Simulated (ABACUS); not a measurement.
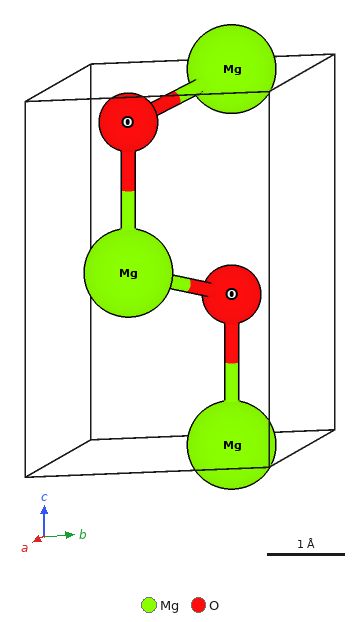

Figure 1. The structure (ball-and-stick view of the cell of the calculation, seen slightly off an axis).

# Run report: MgO, single-point calculation at one volume of an equation of state (part 1 of 2)

The run: single-point calculation at one volume of an equation of state of MgO (4 atoms in the cell). Method and program: Kohn-Sham DFT of a periodic cell, PBE, PseudoDojo NC SR 0.4.1 PBE standard, no spin polarisation (ABACUS 3.10.1).

The structure derives from a Materials Project entry. It belongs to a series of runs on one base structure; here: volume scaled by 0.98.

### The input
```
INPUT_PARAMETERS
suffix              MgO
calculation         scf
basis_type          pw
pseudo_dir          ./
symmetry            1
dft_functional      pbe
ecutwfc             84
pseudo_rcut         10
nspin               1
nbands              20
ks_solver           dav
smearing_method     fd
smearing_sigma      0.00367493
scf_thr             1e-08
scf_nmax            100
mixing_type         broyden
mixing_beta         0.7
cal_force           1
cal_stress          1
kpar                4
```

### File STRU
```
ATOMIC_SPECIES
Mg 24.3050 Mg.upf
O 15.9990 O.upf

LATTICE_CONSTANT
1.8897261246

LATTICE_VECTORS
3.2855864049 0.0000000000 0.0000000000
-1.6427932025 2.8454012930 0.0000000000
0.0000000000 0.0000000000 4.9494385035

ATOMIC_POSITIONS
Direct

Mg
0.0
2
0.6666666667 0.3333333333 0.5021597400 1 1 1
0.3333333333 0.6666666667 0.0021597400 1 1 1

O
0.0
2
0.6666666667 0.3333333333 0.9024402600 1 1 1
0.3333333333 0.6666666667 0.4024402600 1 1 1
```

### File KPT
```
K_POINTS
0
Gamma
9 9 6 0 0 0
```

Run on 4 threads of Intel Xeon @ 2.90GHz (Ice Lake), 16 GiB of memory available, shared host.

Launched with:
```bash
OMP_NUM_THREADS=1 mpirun -np 4 abacus > log
```

### Log
```
ABACUS v3.10.1

               Atomic-orbital Based Ab-initio Computation at UStc

 ------------------------------------------------------------------------------------

 READING GENERAL INFORMATION
                           global_out_dir = OUT.MgO/
                           global_in_card = INPUT
                               pseudo_dir = ./
                              orbital_dir =
                                    DSIZE = 4
                                    GSIZE = 1

 READING UNITCELL INFORMATION
                                    ntype = 2
                  lattice constant (Bohr) = 1.88973
              lattice constant (Angstrom) = 1

 READING ATOM TYPE 1
                               atom label = Mg
                      L=0, number of zeta = 1
                      L=1, number of zeta = 1
                      L=2, number of zeta = 1
             number of atom for this type = 2

 READING ATOM TYPE 2
                               atom label = O
                      L=0, number of zeta = 1
                      L=1, number of zeta = 1
                      L=2, number of zeta = 1
             number of atom for this type = 2

                        TOTAL ATOM NUMBER = 4
DIRECT COORDINATES
    atom                   x                   y                   z     mag                  vx                  vy                  vz
taud_Mg1            0.6666666667        0.3333333333        0.5021597400  0.0000        0.0000000000        0.0000000000        0.0000000000
taud_Mg2            0.3333333333        0.6666666667        0.0021597400  0.0000        0.0000000000        0.0000000000        0.0000000000
taud_O1            0.6666666667        0.3333333333        0.9024402600  0.0000        0.0000000000        0.0000000000        0.0000000000
taud_O2            0.3333333333        0.6666666667        0.4024402600  0.0000        0.0000000000        0.0000000000        0.0000000000

                          Volume (Bohr^3) = 312.255
                             Volume (A^3) = 46.2713

 Lattice vectors: (Cartesian coordinate: in unit of a_0)
             +3.28559                  +0                  +0
             -1.64279             +2.8454                  +0
                   +0                  +0            +4.94944
 Reciprocal vectors: (Cartesian coordinate: in unit of 2 pi/a_0)
             +0.30436           +0.175722                  -0
                   -0           +0.351444                  -0
                   +0                  -0           +0.202043
 The esolver type has been set to : ksdft_pw

                PAO radial cut off (Bohr) = 10

 Read in pseudopotential file is Mg.upf
                     pseudopotential type = NC
          exchange-correlation functional = PBE
                 nonlocal core correction = 0
                        valence electrons = 10
                                     lmax = 1
                           number of zeta = 3
                     number of projectors = 4
                           L of projector = 0
                           L of projector = 0
                           L of projector = 1
                           L of projector = 1
                PAO radial cut off (Bohr) = 10

 Read in pseudopotential file is O.upf
                     pseudopotential type = NC
          exchange-correlation functional = PBE
                 nonlocal core correction = 1
                        valence electrons = 6
                                     lmax = 2
                           number of zeta = 2
                     number of projectors = 5
                           L of projector = 0
                           L of projector = 0
                           L of projector = 1
                           L of projector = 1
                           L of projector = 2
     initial pseudo atomic orbital number = 18

 SETUP THE ELECTRONS NUMBER
            electron number of element Mg = 10
      total electron number of element Mg = 20
             electron number of element O = 6
       total electron number of element O = 12
            AUTOSET number of electrons:  = 32
                           occupied bands = 16
                                   NBANDS = 20
                                   NLOCAL = 36

%%%%%%%%%%%%%%%%%%%%%%%%%%%%%%%%%%%%%%%%%%%%%%%%%%%%%%%%%%%%%%%%%%%%%%%%%%%%%%%%%%%%%%%%%%%%%%%%%%%%%%%%%%
 Warning: the number of valence electrons in pseudopotential > 2 for Mg: [Ne] 3s2
 Pseudopotentials with additional electrons can yield (more) accurate outcomes, but may be less efficient.
 If you're confident that your chosen pseudopotential is appropriate, you can safely ignore this warning.
%%%%%%%%%%%%%%%%%%%%%%%%%%%%%%%%%%%%%%%%%%%%%%%%%%%%%%%%%%%%%%%%%%%%%%%%%%%%%%%%%%%%%%%%%%%%%%%%%%%%%%%%%%

 SETUP THE PLANE WAVE BASIS
 energy cutoff for charge/potential (unit:Ry) = 336
            fft grid for charge/potential = [ 40, 40, 60 ]
                        fft grid division = [ 1, 1, 1 ]
        big fft grid for charge/potential = [ 40, 40, 60 ]
                                     nbxx = 96000
                                     nrxx = 96000

 SETUP PLANE WAVES FOR CHARGE/POTENTIAL
                    number of plane waves = 32455
                         number of sticks = 889

 PARALLEL PW FOR CHARGE/POTENTIAL
     PROC   COLUMNS(POT)             PW
        1            889          32455
 --------------- sum -------------------
        1            889          32455
                            number of |g| = 1550
                                  max |g| = 30.3811
                                  min |g| = 0

----------- Double Check Mixing Parameters Begin ------------
mixing_type: broyden
mixing_beta: 0.7
mixing_gg0: 1
mixing_gg0_min: 0.1
mixing_ndim: 8
----------- Double Check Mixing Parameters End ------------

 LATTICE VECTORS: (CARTESIAN COORDINATE: IN UNIT OF A0)
             +3.28559                  +0                  +0
             -1.64279             +2.8454                  +0
                   +0                  +0            +4.94944
                       right hand lattice = 1
                                   NORM_A = 3.28559
                                   NORM_B = 3.28559
                                   NORM_C = 4.94944
                           ALPHA (DEGREE) = 90
                           BETA  (DEGREE) = 90
                           GAMMA (DEGREE) = 120

 The lattice vectors have been changed (STRU_SIMPLE.cif)

(for optimal symmetric configuration:)
                             BRAVAIS TYPE = 4
                     BRAVAIS LATTICE NAME = 04. Hexagonal cell
                                    ibrav = 4
                                    IBRAV = 4
                                  BRAVAIS = HEXAGONAL CELL
                       LATTICE CONSTANT A = 3.28559
                                C/A RATIO = 1.50641
Original cell was already a primitive cell.
                        ROTATION MATRICES = 24
              PURE POINT GROUP OPERATIONS = 6
                   SPACE GROUP OPERATIONS = 12
                                       C2 = 0
                                       C3 = 2
                                       C4 = 0
                                       C6 = 0
                                       S1 = 3
                                       S3 = 0
                                       S4 = 0
                                       S6 = 0
                              POINT GROUP = C_3v
                                       C2 = 1
                                       C3 = 2
                                       C4 = 0
                                       C6 = 2
                                       S1 = 6
                                       S3 = 0
                                       S4 = 0
                                       S6 = 0
               POINT GROUP IN SPACE GROUP = C_6v

 SETUP K-POINTS
                                    nspin = 1
                   Input type of k points = Monkhorst-Pack(Gamma)
                                   nkstot = 486
                       right hand lattice = 1
(for reciprocal lattice: )
                             BRAVAIS TYPE = 4
                     BRAVAIS LATTICE NAME = 04. Hexagonal cell
                                    ibrav = 4
                       right hand lattice = 1
(for k-lattice: )
                             BRAVAIS TYPE = 4
                     BRAVAIS LATTICE NAME = 04. Hexagonal cell
                                    ibrav = 4
                       right hand lattice = 1
                        ROTATION MATRICES = 24
                               nkstot_ibz = 48
K-POINTS REDUCTION ACCORDING TO SYMMETRY
     IBZ    DIRECT_X    DIRECT_Y    DIRECT_Z  WEIGHT  ibz2bz
       1  0.00000000  0.00000000  0.00000000  0.0021       0
       2 -0.11111111  0.11111111  0.00000000  0.0123       1
       3 -0.22222222  0.22222222  0.00000000  0.0123       2
       4 -0.33333333  0.33333333  0.00000000  0.0123       3
       5 -0.44444444  0.44444444  0.00000000  0.0123       4
       6 -0.11111111  0.22222222  0.00000000  0.0123      10
       7 -0.22222222  0.33333333  0.00000000  0.0247      11
       8 -0.33333333  0.44444444  0.00000000  0.0247      12
       9  0.44444444  0.44444444  0.00000000  0.0123      13
      10 -0.22222222  0.44444444  0.00000000  0.0123      20
      11  0.44444444  0.33333333  0.00000000  0.0247      21
      12  0.33333333  0.33333333  0.00000000  0.0041      30
      13  0.00000000  0.00000000  0.16666667  0.0041      81
      14 -0.11111111  0.11111111  0.16666667  0.0247      82
      15 -0.22222222  0.22222222  0.16666667  0.0247      83
      16 -0.33333333  0.33333333  0.16666667  0.0247      84
      17 -0.44444444  0.44444444  0.16666667  0.0247      85
      18 -0.11111111  0.22222222  0.16666667  0.0247      91
      19 -0.22222222  0.33333333  0.16666667  0.0494      92
      20 -0.33333333  0.44444444  0.16666667  0.0494      93
      21  0.44444444  0.44444444  0.16666667  0.0247      94
      22 -0.22222222  0.44444444  0.16666667  0.0247     101
      23  0.44444444  0.33333333  0.16666667  0.0494     102
      24  0.33333333  0.33333333  0.16666667  0.0082     111
      25  0.00000000  0.00000000  0.33333333  0.0041     162
      26 -0.11111111  0.11111111  0.33333333  0.0247     163
      27 -0.22222222  0.22222222  0.33333333  0.0247     164
      28 -0.33333333  0.33333333  0.33333333  0.0247     165
      29 -0.44444444  0.44444444  0.33333333  0.0247     166
      30 -0.11111111  0.22222222  0.33333333  0.0247     172
[... 18 further k points ...]

                               nkstot now = 48
[... K-POINTS DIRECT COORDINATES: 48 rows ...]

           k-point number in this process = 12
       minimum distributed K point number = 12
[... stars of the k points ...]

[... K-POINTS CARTESIAN COORDINATES: 12 rows ...]

[... K-POINTS DIRECT COORDINATES: 12 rows ...]

 SETUP PLANE WAVES FOR WAVE FUNCTIONS
     energy cutoff for wavefunc (unit:Ry) = 84
              fft grid for wave functions = [ 40, 40, 60 ]
                    number of plane waves = 5309
                         number of sticks = 265

 PARALLEL PW FOR WAVE FUNCTIONS
     PROC   COLUMNS(POT)             PW
        1            265           5309
 --------------- sum -------------------
        1            265           5309

 SETUP NONLOCAL PSEUDOPOTENTIALS IN PLANE WAVE BASIS
 Mg non-local projectors:
 projector 1 L=0
 projector 2 L=0
 projector 3 L=1
 projector 4 L=1
 O non-local projectors:
 projector 1 L=0
 projector 2 L=0
 projector 3 L=1
 projector 4 L=1
 projector 5 L=2
      TOTAL NUMBER OF NONLOCAL PROJECTORS = 42

 Init Non-Local PseudoPotential table :
 Init Non-Local-Pseudopotential done.

                                     npwx = 4089

 Make real space PAO into reciprocal space.
       max mesh points in Pseudopotential = 1001
     dq(describe PAO in reciprocal space) = 0.01
                                    max q = 1104

 number of pseudo atomic orbitals for Mg is 3
WARNING: norm of atomic wavefunction # 3 of atomic type Mg is 0.9998, renormalized

 number of pseudo atomic orbitals for O is 2

 -------------------------------------------
 SELF-CONSISTENT
 -------------------------------------------
                                 init_chg = atomic

 PW ALGORITHM --------------- ION=   1  ELEC=   1--------------------------------

 Density error is 1.0873434688
                          Error Threshold = 0.01
----------------------------------------------------------
     Energy           Rydberg                 eV
----------------------------------------------------------
 E_KohnSham     -303.7502553614      -4132.7342418707
 E_Harris       -299.2293893992      -4071.2247048900
 E_Fermi        0.2498496280         3.3993785837
----------------------------------------------------------

 PW ALGORITHM --------------- ION=   1  ELEC=   2--------------------------------

 Density error is 0.712119960822
                          Error Threshold = 0.00339794833999
----------------------------------------------------------
     Energy           Rydberg                 eV
```
